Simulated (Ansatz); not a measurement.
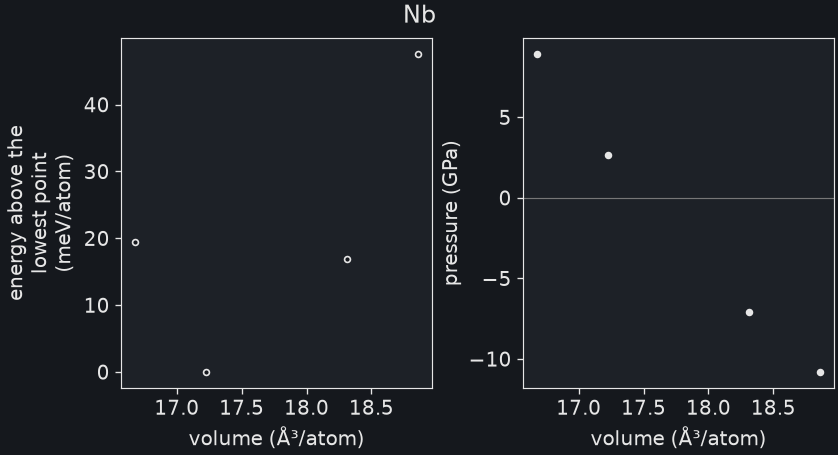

The figure shows the energy above the lowest point and pressure against volume for Nb, space group Im-3m (No. 229) (one of a set of cubic test structures, which need not be the stable phase).

Method: equation of state of a cubic crystal from periodic Kohn-Sham density functional theory without spin, third-order Birch-Murnaghan fit to the free energies; pressure corrected for the finite basis (Ansatz 0.2.0 development build). Level: HSE06.

structure type bcc; atoms in cell 1; space group number 229; lattice centring body-centred primitive; k mesh 6×6×6; occupation method Fermi–Dirac; occupation width 0.1 eV; wave cutoff 420 eV; datasets soft-1 PAW; density tolerance 0 eV; bands 11; density cutoff ratio 4; search for lower states default; exchange singularity regularized.

The point at volume 17.77 Å³/atom is left out of the plot. What does the calculation give there?

```csv
volume (Å³/atom),energy above the lowest point (meV/atom),pressure (GPa)
17.77,0.2,-2.6
```

Caveats: coarse k-mesh, values are not converged in k.
